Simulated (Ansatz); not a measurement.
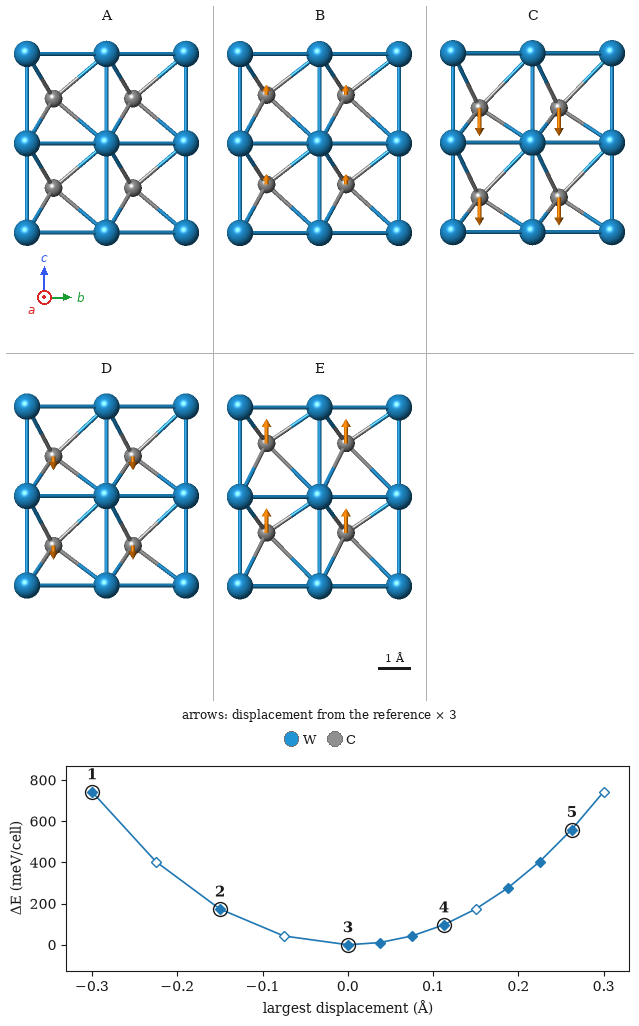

A scan of crystalline WC (P-6m2): a normal mode at the zone centre is frozen in with the cell fixed, the amplitude being the largest displacement of an atom. The frames are shuffled; the numbered points of the plot belong to them. Hollow markers are points alike by symmetry, not computed again. Style: ball-and-stick. Shown: the cell of the calculation, repeated 2 × 2 × 2 with one cell outlined, along the a axis. Orange arrows: displacements from the reference.

The calculation used Ansatz 0.2.0, DFT PBE, scalar-relativistic, plane waves, PAW. (plane-wave cutoff 420 eV; k-point mesh 24 × 24 × 22; occupations gaussian; smearing width 0.15 eV; no spin polarisation). Energies (free energies at the smearing named) are counted from the relaxed crystal.

### Which frame belongs to which numbered point?

Point 1 is frame C (the amplitude −0.30 Å, 743 meV/cell); 2 is frame D (the amplitude −0.15 Å, 174 meV/cell); 3 is frame A (the amplitude 0.00 Å, 0 meV/cell); 4 is frame B (the amplitude 0.1125 Å, 97 meV/cell); 5 is frame E (the amplitude 0.2625 Å, 560 meV/cell). The harmonic wavenumber of the mode is 566 cm⁻¹, a stable vibration. Of the computed points the lowest is at the amplitude 0.00 Å, 0 meV/cell. The end points stand at 743 meV/cell (−0.30 Å) and 743 meV/cell (0.30 Å). The well is symmetric. At the highest point the shortest interatomic distance is 2.02 Å, against 2.21 Å in the reference. The distortion takes the space group from P-6m2 to P3m1.
